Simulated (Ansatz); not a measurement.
## Geometry relaxation of InP (part 2 of 2)

InP (F-43m, 2 atoms in the cell); DFT PBE, scalar-relativistic, plane waves, PAW, no spin polarisation (Ansatz 0.2.0); cutoff 420 eV, 10×10×10 k-mesh, Gaussian smearing of 0.02 eV. The structure derives from a Materials Project entry.

Geometry of the input (Å; fractional positions):
```
0.0000  2.9520  2.9520
2.9520  0.0000  2.9520
2.9520  2.9520  0.0000
In 0.0000  0.0000  0.0000
P  0.7500  0.7500  0.7500
```

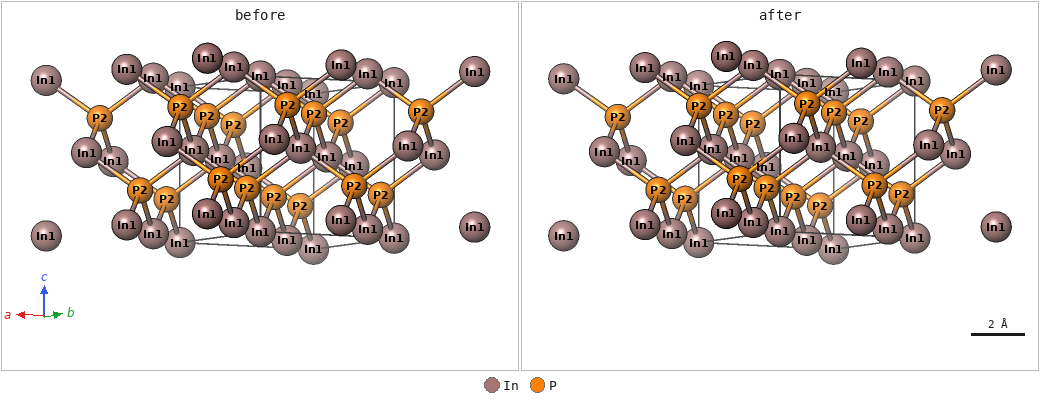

Figure 1. Before (left) and after (right) the relaxation, at one scale (ball-and-stick view of the cell 4 times as large as that of the calculation, set on its symmetry axes, repeated 2 × 2 × 1, seen at an oblique angle). Over 2 geometry steps the energy falls by 3.8 meV per atom. All forces vanish by symmetry, so only the cell relaxes. The pressure goes from 1.78 to −0.01 GPa. No atom moves by more than 0.005 Å relative to the cell. Cell: a = b = c 5.904 → 5.960 Å (+0.9 %). Volume +2.9 %. Among the contacts that change: In1–P2 2.556 → 2.581 Å. The space group stays F-43m (No. 216). A last SCF at the same geometry on a re-selected plane-wave basis shifts the energy by −0.2 meV per atom. (Atoms are counted from 1 in the order of the input.)

```
basis re-selected at this cell: Δ(F+E_penalty+E_count) = -3.352e-4 eV, ΔP = +0.001 GPa vs the last step (what re-selecting the basis moved, of the pressure what is left beyond the Pulay correction that the steps carried, after the strain that the cell walked since its last selection, with what the two solves' SCF thresholds leave and, on support functions, any second-order correction that the steps lacked; it is no measure of the basis error at this ecutwfc). This SCF's stress stands 1.13e-2 GPa from its target on what of the cell is left free (relax.cell.stress_tol is 5.00e-2 GPa) and its largest allowed force component is 4.63e-17 eV/Å (relax.f_tol is 5.00e-3 eV/Å): within both
SCF converged after 6 iterations
Free energy (F): -6354.008343 eV
Harris-Foulkes:  -6354.008343 eV  (|F-HF|=2.73e-12)
Internal energy: -6354.008343 eV  (E = F + TS)
E sigma→0 (E₀):  -6354.008343 eV
Fermi energy:    6.596988 eV
--- Per-component energies (eV) ---
  E_band       = -61.217371
  E_kinetic    = 312.188962
  E_local      = -1428.381775  (includes V_loc(G=0)·N_el)
  E_nonlocal   = 401.288873
  E_hartree    = 562.496545
  E_xc         = -275.998703
  E_vxc        = -159.060489  (∫ρ·V_xc dr)
  E_paw        = -4725.128173  (= ΣΔE_a)
  E_vpaw       = -312.246020  (= ΣTr[D̂ρ^β])
  E_aug_tail   = 0.000028  (compensation charges beyond the density's cutoff)
  E_ewald      = -1200.474100
  E_smearing   = -0.000000  (= −TS)
  E_closure    = -0.000000  (closes the sum)
  Σ components = -6354.008343   (vs F -6354.008343, Δ=0.00e0)
--- Forces (eV/Å), atoms counted from 1 ---
  atom   1  In    -0.00000000    -0.00000000     0.00000000
  atom   2  P      0.00000000     0.00000000    -0.00000000
  max |Σ_I F_I| component: 2.78e-17 eV/Å
--- Stress (GPa, compression-positive) ---
       -0.011259      -0.000000      -0.000000
       -0.000000      -0.011259       0.000000
       -0.000000       0.000000      -0.011259
  P = ⅓ Tr σ = -0.0113 GPa (-0.113 kbar)
--- Band table (eV; the first three rows and the last of 47) ---
  k-point 0: bands = ["-7.7187", "-7.7187", "-7.7187", "-7.5900", "-7.5900", "-4.8096", "6.3757", "6.3757", "6.3757", "6.8173", "10.4629", "10.4629", "10.4629"]
  k-point 1: bands = ["-7.7286", "-7.7145", "-7.7145", "-7.5900", "-7.5900", "-4.7037", "5.1888", "6.2621", "6.2621", "7.6720", "10.5065", "10.6378", "10.6378"]
  k-point 2: bands = ["-7.7538", "-7.7045", "-7.7045", "-7.5890", "-7.5890", "-4.3998", "3.7318", "6.0023", "6.0023", "8.0480", "10.9930", "10.9930", "11.0553"]
  k-point 46: bands = ["-7.8485", "-7.6643", "-7.6373", "-7.6095", "-7.5748", "-2.5915", "0.9631", "3.6805", "3.7281", "10.1657", "10.2618", "12.3904", "12.9077"]
--- Relaxed structure (3 steps of the walk, 3 accepted, 1 SCFs on fresh bases) ---
  F+E_penalty+E_count = -6354.00834333 eV   max|allowed force component| = 4.626e-17 eV/Å   (the final SCF, on the basis selected at the relaxed cell)
  cell:  # Å, volume = 52.9215 Å³
    - [-2.3183942749674933e-33, 2.97989405331542, 2.97989405331542]
    - [2.97989405331542, 7.515673748520996e-33, 2.97989405331542]
    - [2.97989405331542, 2.97989405331542, 6.4711224817774e-33]
  atoms:
    - { symbol: In, position: [1.9491062761707475e-33, -1.9708536265324856e-33, -1.943669438580313e-33] }
    - { symbol: P, position: [0.7499999999999999, 0.7499999999999999, 0.7499999999999999] }
```

Trajectory as extended XYZ (Å, eV, eV/Å), 4 frames, from step=1 to step=4:
```
2
Lattice="0.0000 2.9520 2.9520 2.9520 0.0000 2.9520 2.9520 2.9520 0.0000" Properties=species:S:1:pos:R:3:forces:R:3 step=1 energy=-6354.00042 pressure_GPa=1.78
In    0.0000    0.0000    0.0000    0.0000   0.0000   0.0000
P     4.4280    4.4280    4.4280    0.0000   0.0000   0.0000
2
Lattice="0.0000 2.9837 2.9837 2.9837 0.0000 2.9837 2.9837 2.9837 0.0000" Properties=species:S:1:pos:R:3:forces:R:3 step=2 energy=-6354.00780 pressure_GPa=-0.24
In    0.0000    0.0000    0.0000    0.0000   0.0000   0.0000
P     4.4756    4.4756    4.4756    0.0000   0.0000   0.0000
2
Lattice="0.0000 2.9799 2.9799 2.9799 0.0000 2.9799 2.9799 2.9799 0.0000" Properties=species:S:1:pos:R:3:forces:R:3 step=3 energy=-6354.00801 pressure_GPa=-0.01
In    0.0000    0.0000    0.0000    0.0000   0.0000   0.0000
P     4.4698    4.4698    4.4698    0.0000   0.0000   0.0000
2
Lattice="0.0000 2.9799 2.9799 2.9799 0.0000 2.9799 2.9799 2.9799 0.0000" Properties=species:S:1:pos:R:3:forces:R:3 step=4 energy=-6354.00834 pressure_GPa=-0.01
In    0.0000    0.0000    0.0000    0.0000   0.0000   0.0000
P     4.4698    4.4698    4.4698    0.0000   0.0000   0.0000
```

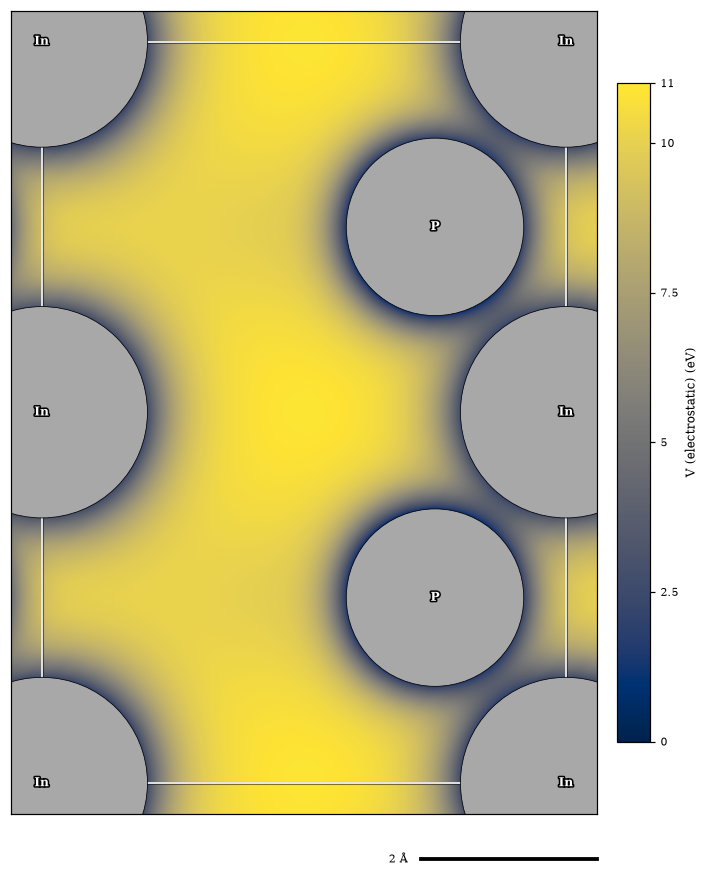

Figure 2. Electrostatic potential (local pseudopotential plus Hartree) felt by an electron on the (110) plane of the conventional cell. Grey discs, where drawn, cover atomic cores. Atoms in the plane: In and P. Outside the cores the potential energy rises away from the atoms and is highest about 2.5 Å from the nearest atoms; outside the discs it spans about 10 eV, and its zero is arbitrary. In a PAW calculation such maps are meaningful between the atoms, not at the nuclei.

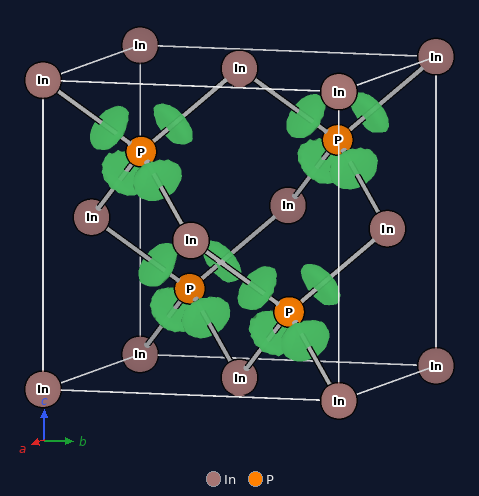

Figure 3. Isosurface of the electron localisation function at 0.85 (green), seen slightly off an axis. Only the valence region is drawn (cores and ρ < 0.01 e/Å³ removed). Sticks mark near contacts. The outline is the cell set on symmetry axes. The ELF exceeds this value in 16 lobes of the valence shell of P pointing towards In, counted in one cell of 8 atoms. Along the contacts the grid gives the following. In–P (2.58 Å): the ELF is about 0.55 at the midpoint.

Key numbers:

```json
{"quantity": "outcome", "value": "converged"}
{"quantity": "space group (tolerance 0.01 Å)", "value": "F-43m (216)"}
{"quantity": "electrons treated", "value": "18"}
{"quantity": "free energy", "value": "−6354.0083 eV"}
{"quantity": "Fermi energy", "value": "6.597 eV"}
{"quantity": "gap on the k-point mesh", "value": "0.44 eV"}
{"quantity": "pressure", "value": "−0.01 GPa"}
{"quantity": "final volume", "value": "52.92 Å³"}
{"quantity": "largest force (length of the vector) at the end", "value": "under 0.001 eV/Å"}
{"quantity": "final cell", "value": "a = 4.214 Å, b = 4.214 Å, c = 4.214 Å, α = 60.00°, β = 60.00°, γ = 60.00°"}
{"quantity": "wall time", "value": "24 s (CPU time 35 s)"}
{"quantity": "peak memory", "value": "0.41 GiB"}
```
